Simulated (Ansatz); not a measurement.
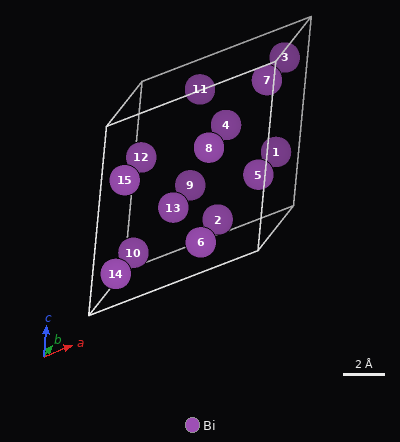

**Figure 1.** The structure as given in the input (spheres-only view of the reduced cell, seen slightly off an axis; atoms are numbered from 1 in the order of the input).

Nudged elastic band of Bi (part 1 of 4)

- system: Bi (defect cell, 15 atoms in the cell)
- method: DFT with PBE, PAW plane waves, no spin polarisation (Ansatz 0.2.0)

The structure derives from an entry of the Crystallography Open Database. Figures and captions count atoms from 1; the log counts them from 0 in places.

Input file
```yaml
crystal:
  lattice:
    - [4.59636501, 7.96113772, -3.98e-06]
    - [-4.59636501, 7.96113772, -3.98e-06]
    - [0.0, -5.30742115, 7.99561466]
  atoms:
    - { symbol: Bi, position: [0.11595656, 0.11463997, 0.35134538] }
    - { symbol: Bi, position: [0.38347819, 0.38218264, 0.14945495] }
    - { symbol: Bi, position: [0.11784425, 0.11135081, 0.85013113] }
    - { symbol: Bi, position: [0.38622595, 0.3836907, 0.65032876] }
    - { symbol: Bi, position: [0.11393965, 0.62148825, 0.3507918] }
    - { symbol: Bi, position: [0.37768479, 0.88355573, 0.14601846] }
    - { symbol: Bi, position: [0.11709267, 0.61558859, 0.84977605] }
    - { symbol: Bi, position: [0.38270011, 0.87945618, 0.64716363] }
    - { symbol: Bi, position: [0.62386284, 0.10829916, 0.34804114] }
    - { symbol: Bi, position: [0.88058177, 0.38291518, 0.14463082] }
    - { symbol: Bi, position: [0.61748153, 0.11930388, 0.85506742] }
    - { symbol: Bi, position: [0.88719952, 0.38466292, 0.65121084] }
    - { symbol: Bi, position: [0.61709896, 0.61820433, 0.34889808] }
    - { symbol: Bi, position: [0.88066577, 0.88281781, 0.15176624] }
    - { symbol: Bi, position: [0.88078055, 0.87853391, 0.6458956] }
kpoints:
  mp_grid: { grid: [2, 2, 2] }
magnetization:
  spin_polarized: false
scf:
  occupations: { method: fermi_dirac, width: 0.05 }
hamiltonian:
  pseudopotentials: { kind: paw }
  xc: pbe
basis:
  ecutwfc: 420
neb:
  images: 5
  relax_end_points: true
  climbing: true
  f_tol: 0.1
  max_iterations: 40
  order_check: false
  final_atoms:
    - { symbol: Bi, position: [0.11595656, 0.11463997, 0.35134538] }
    - { symbol: Bi, position: [0.38347819, 0.38218264, 0.14945495] }
    - { symbol: Bi, position: [0.11784425, 0.11135081, 0.85013113] }
    - { symbol: Bi, position: [0.38622595, 0.3836907, 0.65032876] }
    - { symbol: Bi, position: [0.11393965, 0.62148825, 0.3507918] }
    - { symbol: Bi, position: [0.37768479, 0.88355573, 0.14601846] }
    - { symbol: Bi, position: [0.11709267, 0.61558859, 0.84977605] }
    - { symbol: Bi, position: [0.61921051, 0.61991122, 0.85176077] }
    - { symbol: Bi, position: [0.62386284, 0.10829916, 0.34804114] }
    - { symbol: Bi, position: [0.88058177, 0.38291518, 0.14463082] }
    - { symbol: Bi, position: [0.61748153, 0.11930388, 0.85506742] }
    - { symbol: Bi, position: [0.88719952, 0.38466292, 0.65121084] }
    - { symbol: Bi, position: [0.61709896, 0.61820433, 0.34889808] }
    - { symbol: Bi, position: [0.88066577, 0.88281781, 0.15176624] }
    - { symbol: Bi, position: [0.88078055, 0.87853391, 0.6458956] }
```

Command:
```bash
ansatz run input.yaml --threads 4 --pin off --max-ram 8192MiB --backend cpu --events-out ev --progress --plain --runs-dir out
```

The program's output
```
Warning: neb: disabling space-group detection — the band's intermediate images generally break the endpoint symmetry, so no spatial operation reduces the k-mesh or symmetrises the density, except that a semilocal band can use its path's symmetry ahead of convergence; time reversal is kept, so that k and −k are solved as one point where they differ and the mesh holds both, and exact exchange and, on two spinor components, a DFT+U term hold to it where the run has them: on two components no moment then forms, and a state that bears one, which a typed moment (crystal.atoms[].spin; refused beside efield: under a hybrid functional) reaches, can lie lower, under hf by electronvolts; crystal.symmetry.detect: false (a key that needs symmetry detection or time reversal refuses this as the deck is read) with time_reversal: false beside it drops time reversal too
Engine: ansatz 0.2.0, aarch64-unknown-linux-gnu
Pseudopotentials: kind: paw
Pseudopotential: Bi, paw, valence charge 15, recommended cutoff 420 eV (normal), Bi.paw.azcp
Functional definition: PBE
  parameter kappa = 0.804
  parameter beta = 0.06672455060314922
  exchange = pbe_x(kappa = kappa, mu = beta*pi^2/3)
  correlation = pbe_c(beta = beta)
parallel-image band execution: 4 concurrent image workers
NEB image 0
Crystal: 15 atoms, lattice volume = 585.156 Å³
Basis set: ecut = 420 eV, 11403 PW (Γ), exchange–correlation on 128×128×144 points (8 copies of the dense FFT grid, shifted against one another)
Bands: 135, of which v1, the nominal top of the filled ones, is band 113 counted from 1 (112 counted from 0)
Symmetry: 1 space group operations
k-points: 8
Non-local potential: Bi, projectors of the file, l = 0: 2, l = 1: 2, l = 2: 2, l = 3: 2
PAW form: soft (Blöchl's): semilocal exchange-correlation on the pseudo side does not see the compensation charge
PAW one-centre angular grid: Bi, 590 points (default); XC on 64 Gauss nodes
Initial density: superposition of atomic densities (neutral atoms: chi_scale 0, normalization atom), corrected by the library's trained network
Initial wavefunctions: pseudopotential atomic-orbital guess
Functional: x = pbe(κ = 0.804, μ = 0.2195149727645171), c = pbe(β = 0.06672455060314922)
SCF iter   1: F=—  HF=-185946.754002 eV  |F-HF|=—  |Δ(HF+E_count)|=         —  Δρ=2.78e-3  dr2=1.84e-1  ethr=1.77e-3  ⟨swp⟩=6.1  Hψ=4195  notcnv=0  defer=3
preconditioner: auto → LDOS  [metal: Δε(μ)=0.025 eV  Ē_g=19.354 eV  σ=0.050 eV  W_gap=0.12  n_scr=118 (ndim 8)  ℏωp=23.0 eV  f_vac=0.036  D(μ)=12.18/eV (n_scr^D=64)  β→1.0]
SCF iter   2: F=—  HF=-185946.732936 eV  |F-HF|=—  |Δ(HF+E_count)|=   2.11e-2  Δρ=1.26e-3  dr2=3.89e-2  ethr=8.16e-5  ⟨swp⟩=2.0  Hψ=1374  notcnv=0  defer=79
SCF iter   3: F=—  HF=-185946.729969 eV  |F-HF|=—  |Δ(HF+E_count)|=   2.97e-3  Δρ=8.62e-4  dr2=9.82e-3  ethr=1.73e-5  ⟨swp⟩=2.0  Hψ=1895  notcnv=0  defer=79
SCF iter   4: F=—  HF=-185946.727955 eV  |F-HF|=—  |Δ(HF+E_count)|=   2.01e-3  Δρ=3.19e-4  dr2=1.39e-3  ethr=4.36e-6  ⟨swp⟩=2.0  Hψ=1900  notcnv=0  defer=79
SCF iter   5: F=—  HF=-185946.727698 eV  |F-HF|=—  |Δ(HF+E_count)|=   2.58e-4  Δρ=9.26e-5  dr2=1.25e-4  ethr=6.20e-7  ⟨swp⟩=2.0  Hψ=1895  notcnv=0  defer=79
SCF iter   6: F=—  HF=-185946.727645 eV  |F-HF|=—  |Δ(HF+E_count)|=   5.32e-5  Δρ=3.57e-5  dr2=1.32e-5  ethr=5.56e-8  ⟨swp⟩=2.0  Hψ=1740  notcnv=0  defer=79
SCF iter   7: F=—  HF=-185946.728140 eV  |F-HF|=—  |Δ(HF+E_count)|=   4.95e-4  Δρ=1.12e-5  dr2=1.40e-6  ethr=5.86e-9  ⟨swp⟩=2.0  Hψ=1893  notcnv=0  defer=83
SCF iter   8: F=—  HF=-185946.728140 eV  |F-HF|=—  |Δ(HF+E_count)|=   3.55e-7  Δρ=4.11e-6  dr2=2.48e-7  ethr=6.20e-10  ⟨swp⟩=2.0  Hψ=1632  notcnv=0  defer=83
SCF iter   9: F=-185946.728140 eV  HF=-185946.728140 eV  |F-HF|=3.10e-8  |Δ(HF+E_count)|=   7.16e-9  Δρ=1.64e-6  dr2=4.86e-8  ethr=4.44e-11  ⟨swp⟩=4.5  Hψ=3306  notcnv=0
SCF 1 converged in 9 iterations: F = -185946.728140 eV  dr2 = 4.86e-8
  greatest PAW one-centre occupation: 0.988 electrons in one spin orbital (limit 2), on the Bi atom at site 3 (counted from 0), in its partial waves of l = 2
NSCF: frozen V_eff on 8 k-points
NEB image 6
SCF iter   1: F=—  HF=-185946.759147 eV  |F-HF|=—  |Δ(HF+E_count)|=         —  Δρ=2.75e-3  dr2=1.75e-1  ethr=1.77e-3  ⟨swp⟩=6.0  Hψ=4158  notcnv=0  defer=4
preconditioner: auto → LDOS  [metal: Δε(μ)=0.012 eV  Ē_g=19.361 eV  σ=0.050 eV  W_gap=0.06  n_scr=118 (ndim 8)  ℏωp=23.0 eV  f_vac=0.037  D(μ)=12.95/eV (n_scr^D=70)  β→1.0]
SCF iter   2: F=—  HF=-185946.739536 eV  |F-HF|=—  |Δ(HF+E_count)|=   1.96e-2  Δρ=1.26e-3  dr2=4.04e-2  ethr=7.76e-5  ⟨swp⟩=2.0  Hψ=1371  notcnv=0  defer=80
SCF iter   3: F=—  HF=-185946.736472 eV  |F-HF|=—  |Δ(HF+E_count)|=   3.06e-3  Δρ=8.74e-4  dr2=1.09e-2  ethr=1.79e-5  ⟨swp⟩=2.0  Hψ=1878  notcnv=0  defer=80
SCF iter   4: F=—  HF=-185946.734396 eV  |F-HF|=—  |Δ(HF+E_count)|=   2.08e-3  Δρ=3.50e-4  dr2=1.74e-3  ethr=4.85e-6  ⟨swp⟩=2.0  Hψ=1898  notcnv=0  defer=80
SCF iter   5: F=—  HF=-185946.734025 eV  |F-HF|=—  |Δ(HF+E_count)|=   3.71e-4  Δρ=1.03e-4  dr2=1.59e-4  ethr=7.76e-7  ⟨swp⟩=2.0  Hψ=1897  notcnv=0  defer=80
SCF iter   6: F=—  HF=-185946.734052 eV  |F-HF|=—  |Δ(HF+E_count)|=   2.68e-5  Δρ=4.05e-5  dr2=1.60e-5  ethr=7.05e-8  ⟨swp⟩=2.1  Hψ=1765  notcnv=0  defer=80
SCF iter   7: F=—  HF=-185946.734518 eV  |F-HF|=—  |Δ(HF+E_count)|=   4.66e-4  Δρ=1.20e-5  dr2=1.41e-6  ethr=7.09e-9  ⟨swp⟩=2.0  Hψ=1932  notcnv=0  defer=83
SCF iter   8: F=—  HF=-185946.734518 eV  |F-HF|=—  |Δ(HF+E_count)|=   4.83e-7  Δρ=4.23e-6  dr2=2.27e-7  ethr=6.25e-10  ⟨swp⟩=2.0  Hψ=1842  notcnv=0  defer=83
SCF iter   9: F=-185946.734518 eV  HF=-185946.734518 eV  |F-HF|=2.27e-8  |Δ(HF+E_count)|=   6.40e-9  Δρ=1.54e-6  dr2=4.08e-8  ethr=4.44e-11  ⟨swp⟩=4.5  Hψ=3245  notcnv=0
SCF 2 converged in 9 iterations: F = -185946.734518 eV  dr2 = 4.08e-8
[... from here on the iterations of each SCF are left out, up to the last one ...]
NSCF: frozen V_eff on 8 k-points
NEB end point (image 0): max|allowed force component| = 4.329e-1 eV/Å (the criterion of neb.relax_end_points is 2.000e-2)
NEB end point (image 6): max|allowed force component| = 4.024e-1 eV/Å (the criterion of neb.relax_end_points is 2.000e-2)
NEB image 0, for its relaxation
Initial density: handed on by an earlier stage of this run
Initial wavefunctions: those handed on with the density
preconditioner: auto → LDOS  [metal: Δε(μ)=0.012 eV  Ē_g=19.364 eV  σ=0.050 eV  W_gap=0.06  n_scr=118 (ndim 8)  ℏωp=23.0 eV  f_vac=0.033  D(μ)=13.97/eV (n_scr^D=76)  β→1.0]
SCF 3 converged in 2 iterations: F = -185946.728140 eV  dr2 = 1.70e-8
NEB image 0, for its relaxation
preconditioner: auto → LDOS  [metal: Δε(μ)=0.022 eV  Ē_g=19.372 eV  σ=0.050 eV  W_gap=0.11  n_scr=118 (ndim 8)  ℏωp=23.0 eV  f_vac=0.030  D(μ)=16.43/eV (n_scr^D=118)  β→1.0]
SCF 4 converged in 9 iterations: F = -185946.847547 eV  dr2 = 2.39e-8
NEB image 0, for its relaxation
preconditioner: auto → LDOS  [metal: Δε(μ)=0.029 eV  Ē_g=19.300 eV  σ=0.050 eV  W_gap=0.14  n_scr=118 (ndim 8)  ℏωp=23.0 eV  f_vac=0.032  D(μ)=14.70/eV (n_scr^D=100)  β→1.0]
SCF 5 converged in 9 iterations: F = -185946.920870 eV  dr2 = 5.07e-8
NEB image 0, for its relaxation
preconditioner: auto → LDOS  [metal: Δε(μ)=0.004 eV  Ē_g=19.279 eV  σ=0.050 eV  W_gap=0.02  n_scr=118 (ndim 8)  ℏωp=23.0 eV  f_vac=0.031  D(μ)=13.95/eV (n_scr^D=76)  β→1.0]
SCF 6 converged in 8 iterations: F = -185946.934759 eV  dr2 = 1.98e-8
NEB image 0, for its relaxation
preconditioner: auto → LDOS  [metal: Δε(μ)=0.022 eV  Ē_g=19.227 eV  σ=0.050 eV  W_gap=0.11  n_scr=118 (ndim 8)  ℏωp=23.0 eV  f_vac=0.030  D(μ)=10.56/eV (n_scr^D=58)  β→1.0]
SCF 7 converged in 8 iterations: F = -185946.966798 eV  dr2 = 2.10e-8
NEB image 0, for its relaxation
preconditioner: auto → LDOS  [insulator: Δε(μ)=0.229 eV  Ē_g=19.164 eV  σ=0.050 eV  W_gap=0.54  n_scr=118 (ndim 8)  ℏωp=23.0 eV  f_vac=0.029  D(μ)=7.90/eV (n_scr^D=32)  ε∞_Penn≈2.4  β→1.0]
SCF 8 converged in 8 iterations: F = -185947.061662 eV  dr2 = 1.14e-8
NEB image 0, for its relaxation
preconditioner: auto → LDOS  [metal: Δε(μ)=0.027 eV  Ē_g=19.161 eV  σ=0.050 eV  W_gap=0.13  n_scr=118 (ndim 8)  ℏωp=23.0 eV  f_vac=0.030  D(μ)=7.25/eV (n_scr^D=26)  β→1.0]
SCF 9 converged in 7 iterations: F = -185947.056161 eV  dr2 = 9.86e-8
NEB image 0, for its relaxation
preconditioner: auto → LDOS  [metal: Δε(μ)=0.012 eV  Ē_g=19.179 eV  σ=0.050 eV  W_gap=0.06  n_scr=118 (ndim 8)  ℏωp=23.0 eV  f_vac=0.027  D(μ)=6.83/eV (n_scr^D=26)  β→1.0]
SCF 10 converged in 7 iterations: F = -185947.095305 eV  dr2 = 4.76e-8
NEB image 0, for its relaxation
preconditioner: auto → LDOS  [metal: Δε(μ)=0.042 eV  Ē_g=19.192 eV  σ=0.050 eV  W_gap=0.20  n_scr=118 (ndim 8)  ℏωp=23.0 eV  f_vac=0.024  D(μ)=5.61/eV (n_scr^D=20)  β→1.0]
SCF 11 converged in 7 iterations: F = -185947.110495 eV  dr2 = 4.82e-8
NEB image 0, for its relaxation
preconditioner: auto → LDOS  [insulator: Δε(μ)=0.140 eV  Ē_g=19.208 eV  σ=0.050 eV  W_gap=0.51  n_scr=118 (ndim 8)  ℏωp=23.0 eV  f_vac=0.021  D(μ)=5.62/eV (n_scr^D=20)  ε∞_Penn≈2.4  β→1.0]
SCF 12 converged in 7 iterations: F = -185947.110262 eV  dr2 = 6.11e-8
NEB image 0, for its relaxation
preconditioner: auto → LDOS  [metal: Δε(μ)=0.055 eV  Ē_g=19.196 eV  σ=0.050 eV  W_gap=0.26  n_scr=118 (ndim 8)  ℏωp=23.0 eV  f_vac=0.024  D(μ)=5.52/eV (n_scr^D=14)  β→1.0]
SCF 13 converged in 7 iterations: F = -185947.119862 eV  dr2 = 3.49e-8
NEB image 0, for its relaxation
preconditioner: auto → LDOS  [metal: Δε(μ)=0.081 eV  Ē_g=19.202 eV  σ=0.050 eV  W_gap=0.38  n_scr=118 (ndim 8)  ℏωp=23.0 eV  f_vac=0.024  D(μ)=5.20/eV (n_scr^D=14)  β→1.0]
SCF 14 converged in 7 iterations: F = -185947.127146 eV  dr2 = 2.70e-8
NEB image 0, for its relaxation
preconditioner: auto → LDOS  [metal: Δε(μ)=0.108 eV  Ē_g=19.206 eV  σ=0.050 eV  W_gap=0.49  n_scr=118 (ndim 8)  ℏωp=23.0 eV  f_vac=0.024  D(μ)=4.87/eV (n_scr^D=14)  β→1.0]
SCF 15 converged in 7 iterations: F = -185947.138743 eV  dr2 = 4.64e-8
NEB image 0, for its relaxation
preconditioner: auto → LDOS  [metal: Δε(μ)=0.062 eV  Ē_g=19.206 eV  σ=0.050 eV  W_gap=0.30  n_scr=118 (ndim 8)  ℏωp=23.0 eV  f_vac=0.026  D(μ)=4.23/eV (n_scr^D=14)  β→1.0]
SCF 16 converged in 7 iterations: F = -185947.151189 eV  dr2 = 8.00e-8
NEB image 0, for its relaxation
preconditioner: auto → LDOS  [insulator: Δε(μ)=0.162 eV  Ē_g=19.195 eV  σ=0.050 eV  W_gap=0.67  n_scr=118 (ndim 8)  ℏωp=23.0 eV  f_vac=0.028  D(μ)=3.09/eV (n_scr^D=14)  ε∞_Penn≈2.4  β→1.0]
SCF 17 converged in 7 iterations: F = -185947.177636 eV  dr2 = 4.63e-8
NEB image 0, for its relaxation
preconditioner: auto → LDOS  [insulator: Δε(μ)=0.164 eV  Ē_g=19.198 eV  σ=0.050 eV  W_gap=0.67  n_scr=118 (ndim 8)  ℏωp=23.0 eV  f_vac=0.034  D(μ)=2.39/eV (n_scr^D=8)  ε∞_Penn≈2.4  β→1.0]
SCF 18 converged in 8 iterations: F = -185947.201274 eV  dr2 = 8.27e-9
NEB image 0, for its relaxation
preconditioner: auto → LDOS  [insulator: Δε(μ)=0.121 eV  Ē_g=19.196 eV  σ=0.050 eV  W_gap=0.54  n_scr=118 (ndim 8)  ℏωp=23.0 eV  f_vac=0.030  D(μ)=3.73/eV (n_scr^D=14)  ε∞_Penn≈2.4  β→1.0]
SCF 19 converged in 8 iterations: F = -185947.213712 eV  dr2 = 1.70e-8
NEB image 0, for its relaxation
preconditioner: auto → LDOS  [insulator: Δε(μ)=0.129 eV  Ē_g=19.233 eV  σ=0.050 eV  W_gap=0.57  n_scr=118 (ndim 8)  ℏωp=23.0 eV  f_vac=0.031  D(μ)=2.68/eV (n_scr^D=8)  ε∞_Penn≈2.4  β→1.0]
SCF 20 converged in 8 iterations: F = -185947.277033 eV  dr2 = 5.46e-9
NEB image 0, for its relaxation
preconditioner: auto → LDOS  [metal: Δε(μ)=0.045 eV  Ē_g=19.219 eV  σ=0.050 eV  W_gap=0.21  n_scr=118 (ndim 8)  ℏωp=23.0 eV  f_vac=0.033  D(μ)=3.98/eV (n_scr^D=14)  β→1.0]
SCF 21 converged in 8 iterations: F = -185947.274412 eV  dr2 = 5.64e-8
NEB image 0, for its relaxation
preconditioner: auto → LDOS  [metal: Δε(μ)=0.078 eV  Ē_g=19.227 eV  σ=0.050 eV  W_gap=0.36  n_scr=118 (ndim 8)  ℏωp=23.0 eV  f_vac=0.032  D(μ)=3.52/eV (n_scr^D=14)  β→1.0]
SCF 22 converged in 8 iterations: F = -185947.291532 eV  dr2 = 1.85e-8
NEB image 0, for its relaxation
preconditioner: auto → LDOS  [insulator: Δε(μ)=0.189 eV  Ē_g=19.222 eV  σ=0.050 eV  W_gap=0.56  n_scr=118 (ndim 8)  ℏωp=23.0 eV  f_vac=0.032  D(μ)=4.04/eV (n_scr^D=14)  ε∞_Penn≈2.4  β→1.0]
SCF 23 converged in 8 iterations: F = -185947.299795 eV  dr2 = 1.60e-8
NEB image 0, for its relaxation
preconditioner: auto → LDOS  [metal: Δε(μ)=0.066 eV  Ē_g=19.245 eV  σ=0.050 eV  W_gap=0.32  n_scr=118 (ndim 8)  ℏωp=23.0 eV  f_vac=0.033  D(μ)=3.69/eV (n_scr^D=14)  β→1.0]
SCF 24 converged in 8 iterations: F = -185947.294563 eV  dr2 = 1.14e-8
NEB image 0, for its relaxation
preconditioner: auto → LDOS  [metal: Δε(μ)=0.046 eV  Ē_g=19.230 eV  σ=0.050 eV  W_gap=0.22  n_scr=118 (ndim 8)  ℏωp=23.0 eV  f_vac=0.032  D(μ)=3.85/eV (n_scr^D=14)  β→1.0]
SCF 25 converged in 8 iterations: F = -185947.307413 eV  dr2 = 1.98e-8
NEB image 0, for its relaxation
preconditioner: auto → LDOS  [metal: Δε(μ)=0.071 eV  Ē_g=19.244 eV  σ=0.050 eV  W_gap=0.34  n_scr=118 (ndim 8)  ℏωp=23.0 eV  f_vac=0.032  D(μ)=3.65/eV (n_scr^D=14)  β→1.0]
SCF 26 converged in 7 iterations: F = -185947.309210 eV  dr2 = 5.55e-8
NEB image 0, for its relaxation
preconditioner: auto → LDOS  [metal: Δε(μ)=0.054 eV  Ē_g=19.218 eV  σ=0.050 eV  W_gap=0.26  n_scr=118 (ndim 8)  ℏωp=23.0 eV  f_vac=0.033  D(μ)=3.73/eV (n_scr^D=14)  β→1.0]
SCF 27 converged in 8 iterations: F = -185947.289982 eV  dr2 = 2.48e-8
NEB image 0, for its relaxation
preconditioner: auto → LDOS  [metal: Δε(μ)=0.058 eV  Ē_g=19.239 eV  σ=0.050 eV  W_gap=0.28  n_scr=118 (ndim 8)  ℏωp=23.0 eV  f_vac=0.032  D(μ)=3.73/eV (n_scr^D=14)  β→1.0]
SCF 28 converged in 7 iterations: F = -185947.311339 eV  dr2 = 5.80e-8
NEB image 0
preconditioner: auto → LDOS  [metal: Δε(μ)=0.059 eV  Ē_g=19.236 eV  σ=0.050 eV  W_gap=0.29  n_scr=118 (ndim 8)  ℏωp=23.0 eV  f_vac=0.032  D(μ)=3.73/eV (n_scr^D=14)  β→1.0]
SCF 29 converged in 2 iterations: F = -185947.311339 eV  dr2 = 5.97e-8
NSCF: frozen V_eff on 8 k-points
NEB end point (image 0): relaxed in 193 SCF iterations, 0.583199 eV lower, largest move of an atom 1.135 Å; not tested for a saddle point
NEB image 6, for its relaxation
preconditioner: auto → LDOS  [metal: Δε(μ)=0.006 eV  Ē_g=19.366 eV  σ=0.050 eV  W_gap=0.03  n_scr=118 (ndim 8)  ℏωp=23.0 eV  f_vac=0.034  D(μ)=14.65/eV (n_scr^D=100)  β→1.0]
SCF 30 converged in 2 iterations: F = -185946.734518 eV  dr2 = 1.30e-8
NEB image 6, for its relaxation
preconditioner: auto → LDOS  [metal: Δε(μ)=0.018 eV  Ē_g=19.376 eV  σ=0.050 eV  W_gap=0.09  n_scr=118 (ndim 8)  ℏωp=23.0 eV  f_vac=0.031  D(μ)=16.24/eV (n_scr^D=118)  β→1.0]
SCF 31 converged in 9 iterations: F = -185946.841812 eV  dr2 = 1.69e-8
NEB image 6, for its relaxation
preconditioner: auto → LDOS  [metal: Δε(μ)=0.041 eV  Ē_g=19.300 eV  σ=0.050 eV  W_gap=0.20  n_scr=118 (ndim 8)  ℏωp=23.0 eV  f_vac=0.031  D(μ)=14.35/eV (n_scr^D=100)  β→1.0]
SCF 32 converged in 9 iterations: F = -185946.920368 eV  dr2 = 2.55e-8
NEB image 6, for its relaxation
preconditioner: auto → LDOS  [metal: Δε(μ)=0.104 eV  Ē_g=19.244 eV  σ=0.050 eV  W_gap=0.44  n_scr=118 (ndim 8)  ℏωp=23.0 eV  f_vac=0.029  D(μ)=10.90/eV (n_scr^D=58)  β→1.0]
SCF 33 converged in 7 iterations: F = -185946.956537 eV  dr2 = 8.46e-8
NEB image 6, for its relaxation
preconditioner: auto → LDOS  [metal: Δε(μ)=0.069 eV  Ē_g=19.230 eV  σ=0.050 eV  W_gap=0.33  n_scr=118 (ndim 8)  ℏωp=23.0 eV  f_vac=0.028  D(μ)=9.07/eV (n_scr^D=58)  β→1.0]
SCF 34 converged in 7 iterations: F = -185946.988956 eV  dr2 = 2.54e-8
NEB image 6, for its relaxation
preconditioner: auto → LDOS  [insulator: Δε(μ)=0.214 eV  Ē_g=19.174 eV  σ=0.050 eV  W_gap=0.53  n_scr=118 (ndim 8)  ℏωp=23.0 eV  f_vac=0.029  D(μ)=7.36/eV (n_scr^D=26)  ε∞_Penn≈2.4  β→1.0]
SCF 35 converged in 8 iterations: F = -185947.078784 eV  dr2 = 1.30e-8
NEB image 6, for its relaxation
preconditioner: auto → LDOS  [insulator: Δε(μ)=0.188 eV  Ē_g=19.196 eV  σ=0.050 eV  W_gap=0.68  n_scr=118 (ndim 8)  ℏωp=23.0 eV  f_vac=0.024  D(μ)=5.67/eV (n_scr^D=20)  ε∞_Penn≈2.4  β→1.0]
SCF 36 converged in 8 iterations: F = -185946.980433 eV  dr2 = 1.18e-8
NEB image 6, for its relaxation
preconditioner: auto → LDOS  [metal: Δε(μ)=0.075 eV  Ē_g=19.194 eV  σ=0.050 eV  W_gap=0.33  n_scr=118 (ndim 8)  ℏωp=23.0 eV  f_vac=0.026  D(μ)=5.93/eV (n_scr^D=20)  β→1.0]
SCF 37 converged in 7 iterations: F = -185947.110811 eV  dr2 = 7.57e-8
NEB image 6, for its relaxation
preconditioner: auto → LDOS  [metal: Δε(μ)=0.119 eV  Ē_g=19.203 eV  σ=0.050 eV  W_gap=0.47  n_scr=118 (ndim 8)  ℏωp=23.0 eV  f_vac=0.024  D(μ)=5.50/eV (n_scr^D=14)  β→1.0]
SCF 38 converged in 7 iterations: F = -185947.116839 eV  dr2 = 1.84e-8
```
